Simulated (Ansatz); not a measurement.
# What a change does: single-point calculation on W

System: W (1 atom in the cell).
Method of run A: DFT PBE, scalar-relativistic, plane waves, PAW, no spin polarisation (Ansatz 0.2.0).

The structure derives from an entry of the Crystallography Open Database. Text and figures count atoms from 1; the logs count them from 0 in places.

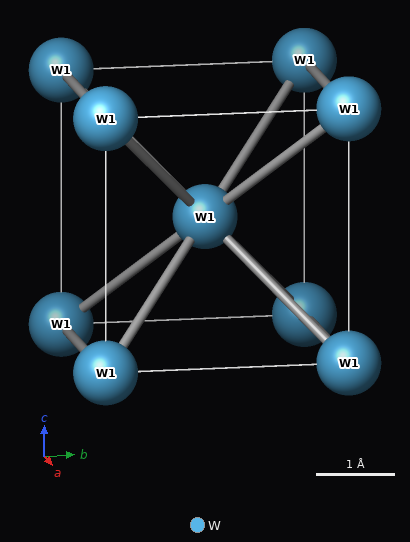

Figure 1. The structure as given in the input (ball-and-stick view of the cell 2 times as large as that of the calculation, set on its symmetry axes, seen slightly off an axis; atoms are numbered from 1 in the order of the input).

**Input, run A**
```yaml
crystal:
  lattice:
    - [-1.517435, 1.677165, 1.5973]
    - [1.517435, -1.677165, 1.5973]
    - [1.517435, 1.677165, -1.5973]
  atoms:
    - { symbol: W, position: [0.0, 0.0, 0.0] }
basis:
  ecutwfc: 420
kpoints:
  mp_grid: { grid: [20, 20, 20] }
hamiltonian:
  xc: pbe
scf:
  occupations: { method: gaussian, width: 0.15 }
output:
  forces: true
  stress: true
  eigenvalues: true
```

Command:
```bash
ansatz run input.yaml --threads 1 --pin off --max-ram 2560MiB --backend cpu --events-out ev --progress --plain --runs-dir out
```

Hardware: 1 thread of Arm Neoverse V2, 24 GiB of memory available, shared host.

**Output, shortened to warnings, some set-up lines, iterations and results (run A)**
```
Basis set: ecut = 420 eV, 329 PW (Γ), exchange–correlation on 40×40×40 points (8 copies of the dense FFT grid, shifted against one another)
Symmetry: 8 space group operations
k-points: 1166 of 8000
Initial density: superposition of atomic densities (neutral atoms: chi_scale 0, normalization atom), corrected by the library's trained network
[...]
SCF iter   1: F=—  HF=-10384.749114 eV  |F-HF|=—  |Δ(HF+E_count)|=         —  Δρ=3.24e-3  dr2=6.88e-4  ethr=1.77e-3  ⟨swp⟩=5.0  Hψ=67994  notcnv=0
SCF iter   2: F=—  HF=-10384.748741 eV  |F-HF|=—  |Δ(HF+E_count)|=   3.73e-4  Δρ=1.53e-3  dr2=1.14e-4  ethr=4.91e-6  ⟨swp⟩=1.9  Hψ=24645  notcnv=0
SCF iter   3: F=—  HF=-10384.748773 eV  |F-HF|=—  |Δ(HF+E_count)|=   3.20e-5  Δρ=2.30e-4  dr2=3.45e-6  ethr=8.13e-7  ⟨swp⟩=2.4  Hψ=19611  notcnv=0
SCF iter   4: F=—  HF=-10384.748772 eV  |F-HF|=—  |Δ(HF+E_count)|=   1.23e-6  Δρ=5.56e-5  dr2=2.42e-7  ethr=2.46e-8  ⟨swp⟩=2.0  Hψ=18906  notcnv=0
SCF iter   5: F=-10384.748772 eV  HF=-10384.748772 eV  |F-HF|=8.49e-10  |Δ(HF+E_count)|=   1.33e-8  Δρ=6.89e-6  dr2=4.63e-9  ethr=1.73e-9  ⟨swp⟩=2.8  Hψ=19747  notcnv=0
SCF iter   6: F=-10384.748772 eV  HF=-10384.748772 eV  |F-HF|=8.19e-11  |Δ(HF+E_count)|=  1.27e-10  Δρ=1.11e-6  dr2=1.24e-10  ethr=3.31e-11  ⟨swp⟩=2.0  Hψ=39486  notcnv=0
SCF 1 converged in 6 iterations: F = -10384.748772 eV  dr2 = 1.24e-10
SCF converged after 6 iterations
Free energy (F): -10384.748772 eV
Harris-Foulkes:  -10384.748772 eV  (|F-HF|=8.19e-11)
Internal energy: -10384.743060 eV  (E = F + TS)
E sigma→0 (E₀):  -10384.745916 eV
Entropy (-TS):   -0.005712 eV (-5.712 meV/atom)
Fermi energy:    21.987722 eV
--- Per-component energies (eV) ---
  E_band       = -90.014721
  E_kinetic    = 449.196175
  E_local      = -616.759475  (includes V_loc(G=0)·N_el)
  E_nonlocal   = 0.284149
  E_hartree    = 220.284158
  E_xc         = -266.700306
  E_vxc        = -238.471294  (∫ρ·V_xc dr)
  E_paw        = -8562.365748  (= ΣΔE_a)
  E_vpaw       = -124.832827  (= ΣTr[D̂ρ^β])
  E_aug_tail   = -0.000063  (compensation charges beyond the density's cutoff)
  E_ewald      = -1608.681951
  E_smearing   = -0.005712  (= −TS)
  E_closure    = 0.000000  (closes the sum)
  Σ components = -10384.748772   (vs F -10384.748772, Δ=0.00e0)
--- Forces (eV/Å), atoms counted from 1 ---
  atom   1  W      0.00000000     0.00000000    -0.00000000
  max |Σ_I F_I| component: 1.54e-33 eV/Å
--- Stress (GPa, compression-positive) ---
       14.165728       0.000000       0.000000
        0.000000     -14.935459      -0.000000
        0.000000      -0.000000      -2.748460
  P = ⅓ Tr σ = -1.1727 GPa (-11.727 kbar)
```

Run B used a changed input.

**The two runs side by side**

```csv
quantity,run A,run B
outcome,converged,converged
free energy per atom (eV),−10384.7488,−10384.7424
"energy per atom, smearing taken to zero (eV)",−10384.7459,−10384.7389
gap on the mesh (eV),0.00,0.00
pressure (GPa),−1.17,−0.87
largest force (eV/Å),0.000,0.000
SCF iterations,6,6
irreducible k-points,1166,171
plane waves at Γ,329,329
wall time (shared host),7.7 s,1.3 s
```

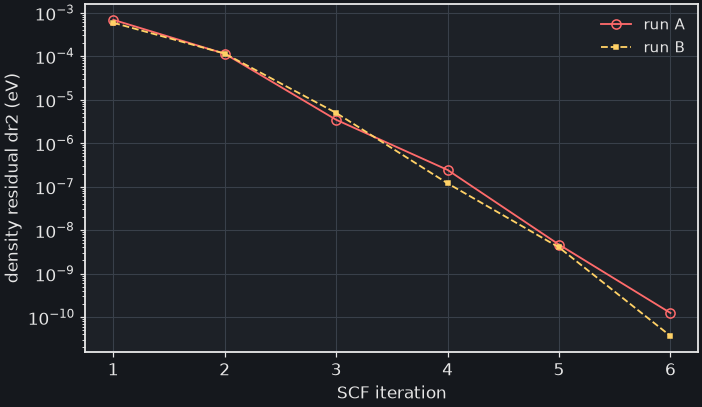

Figure 2. Convergence of the two runs: density residual dr2 against the SCF iteration. Run A takes 6 iterations in all, and run B takes 6.

Which change of the input explains these differences?

The change (lines with − go, lines with + come):
```diff
-  mp_grid: { grid: [20, 20, 20] }
+  mp_grid: { grid: [10, 10, 10] }
```

The free energy of run B is 6.4 meV per atom higher, which measures how much it depends on this numerical setting. The pressure goes from −1.17 to −0.87 GPa. The number of SCF iterations is the same. The irreducible k-points go from 1166 to 171.

**Output, shortened to warnings, some set-up lines, iterations and results (run B)**
```
Basis set: ecut = 420 eV, 329 PW (Γ), exchange–correlation on 40×40×40 points (8 copies of the dense FFT grid, shifted against one another)
Symmetry: 8 space group operations
k-points: 171 of 1000
Initial density: superposition of atomic densities (neutral atoms: chi_scale 0, normalization atom), corrected by the library's trained network
[...]
SCF iter   1: F=—  HF=-10384.742671 eV  |F-HF|=—  |Δ(HF+E_count)|=         —  Δρ=3.08e-3  dr2=5.88e-4  ethr=1.77e-3  ⟨swp⟩=5.0  Hψ=9987  notcnv=0
SCF iter   2: F=—  HF=-10384.742367 eV  |F-HF|=—  |Δ(HF+E_count)|=   3.04e-4  Δρ=1.51e-3  dr2=1.15e-4  ethr=4.20e-6  ⟨swp⟩=1.9  Hψ=3658  notcnv=0
SCF iter   3: F=—  HF=-10384.742402 eV  |F-HF|=—  |Δ(HF+E_count)|=   3.45e-5  Δρ=2.18e-4  dr2=4.96e-6  ethr=8.20e-7  ⟨swp⟩=2.0  Hψ=2912  notcnv=0
SCF iter   4: F=—  HF=-10384.742399 eV  |F-HF|=—  |Δ(HF+E_count)|=   2.51e-6  Δρ=5.18e-5  dr2=1.19e-7  ethr=3.54e-8  ⟨swp⟩=2.5  Hψ=2928  notcnv=0
SCF iter   5: F=-10384.742399 eV  HF=-10384.742399 eV  |F-HF|=1.78e-10  |Δ(HF+E_count)|=   7.85e-8  Δρ=6.96e-6  dr2=4.00e-9  ethr=8.49e-10  ⟨swp⟩=2.7  Hψ=3065  notcnv=0
SCF iter   6: F=-10384.742399 eV  HF=-10384.742399 eV  |F-HF|=1.09e-11  |Δ(HF+E_count)|=  5.18e-10  Δρ=6.69e-7  dr2=3.67e-11  ethr=2.86e-11  ⟨swp⟩=1.5  Hψ=5634  notcnv=0
SCF 1 converged in 6 iterations: F = -10384.742399 eV  dr2 = 3.67e-11
SCF converged after 6 iterations
Free energy (F): -10384.742399 eV
Harris-Foulkes:  -10384.742399 eV  (|F-HF|=1.09e-11)
Internal energy: -10384.735358 eV  (E = F + TS)
E sigma→0 (E₀):  -10384.738879 eV
Entropy (-TS):   -0.007041 eV (-7.041 meV/atom)
Fermi energy:    22.017732 eV
--- Per-component energies (eV) ---
  E_band       = -90.101520
  E_kinetic    = 449.191119
  E_local      = -616.601916  (includes V_loc(G=0)·N_el)
  E_nonlocal   = 0.227876
  E_hartree    = 220.188508
  E_xc         = -266.703732
  E_vxc        = -238.472979  (∫ρ·V_xc dr)
  E_paw        = -8562.355199  (= ΣΔE_a)
  E_vpaw       = -124.822719  (= ΣTr[D̂ρ^β])
  E_aug_tail   = -0.000063  (compensation charges beyond the density's cutoff)
  E_ewald      = -1608.681951
  E_smearing   = -0.007041  (= −TS)
  E_closure    = 0.000000  (closes the sum)
  Σ components = -10384.742399   (vs F -10384.742399, Δ=0.00e0)
--- Forces (eV/Å), atoms counted from 1 ---
  atom   1  W      0.00000000     0.00000000    -0.00000000
  max |Σ_I F_I| component: 1.54e-33 eV/Å
--- Stress (GPa, compression-positive) ---
       14.743231       0.000000      -0.000000
        0.000000     -14.898658      -0.000000
       -0.000000      -0.000000      -2.454266
  P = ⅓ Tr σ = -0.8699 GPa (-8.699 kbar)
```

For both runs: Spin–orbit coupling is left out, which matters for W. For run B: These settings are looser than, or depart from, a standard set-up, so the numbers are not reference values for this system.
